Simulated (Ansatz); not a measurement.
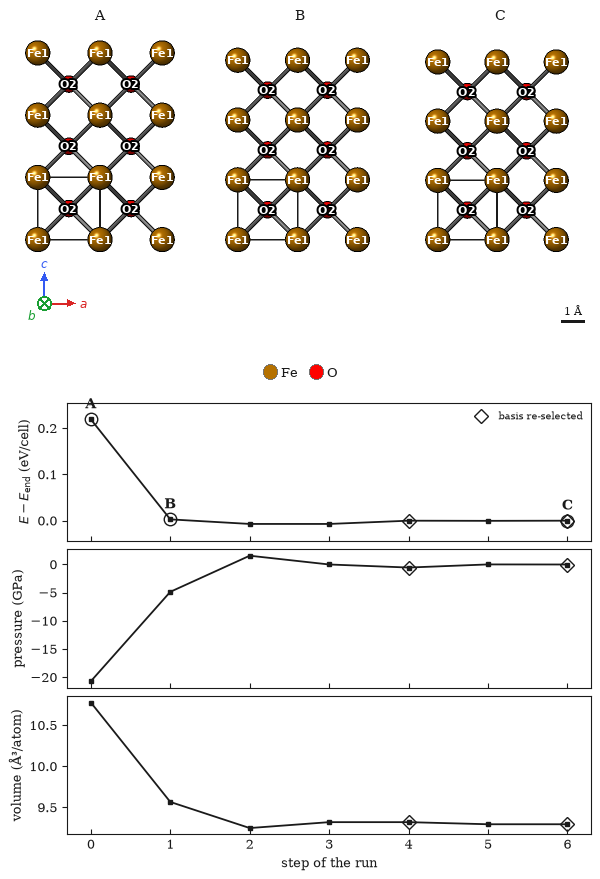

Frames of a relaxation of solid FeO (built on the caesium chloride_221 type) (coarse preliminary run), marked on the history of the run. A ball-and-stick model of the cell of the calculation, repeated 2 × 1 × 3 with one cell outlined, seen along the b axis.

Case: caesium chloride type (Pm-3m, No. 221).

Computed with Ansatz 0.2.0, DFT PBE, scalar-relativistic, plane waves, PAW. Settings: plane-wave cutoff 420 eV; k-point mesh 6 × 6 × 6; occupations gaussian; smearing width 0.1 eV; collinear spin; cell and atoms relaxed; force threshold 0.04 eV/Å; at most 70 steps.

Describe the path.

The energy falls by 0.219 eV per cell of the calculation in 4 accepted moves (6 points after the start). All forces vanish by symmetry, so only the cell relaxes. Pressure: −20.70 GPa at the start and −0.01 GPa at the end. The SCF was repeated twice at an unchanged geometry on a basis and grid sized afresh for the cell, which shifted the energy by 7.0 meV per cell of the calculation at most. No atom moves by more than 0.005 Å relative to the cell. Cell: a = b = c 2.783 → 2.649 Å (−4.8 %). Volume −13.7 %. Near-neighbour distances that change, for instance: Fe1–O2 2.410 → 2.294 Å. The space group stays Pm-3m (No. 221). From step 0 to 1: volume −11.2 %, energy −0.216 eV per cell of the calculation. From step 1 to 6: volume −2.8 %, energy −2.8 meV per cell of the calculation.

| step | E − E(0), meV/atom | pressure, GPa | volume, Å³/atom | note |
| --- | --- | --- | --- | --- |
| 0 | 0.00 | -20.70 | 10.776 |  |
| 1 | -108.22 | -4.86 | 9.567 |  |
| 2 | -113.17 | 1.55 | 9.250 |  |
| 3 | -113.17 | -0.01 | 9.321 |  |
| 4 | -109.65 | -0.55 | 9.321 | same geometry, new basis |
| 5 | -109.81 | 0.00 | 9.296 |  |
| 6 | -109.64 | -0.01 | 9.296 | same geometry, new basis |

Limits of the set-up: the k-point mesh is coarse for a cell with partly filled bands.
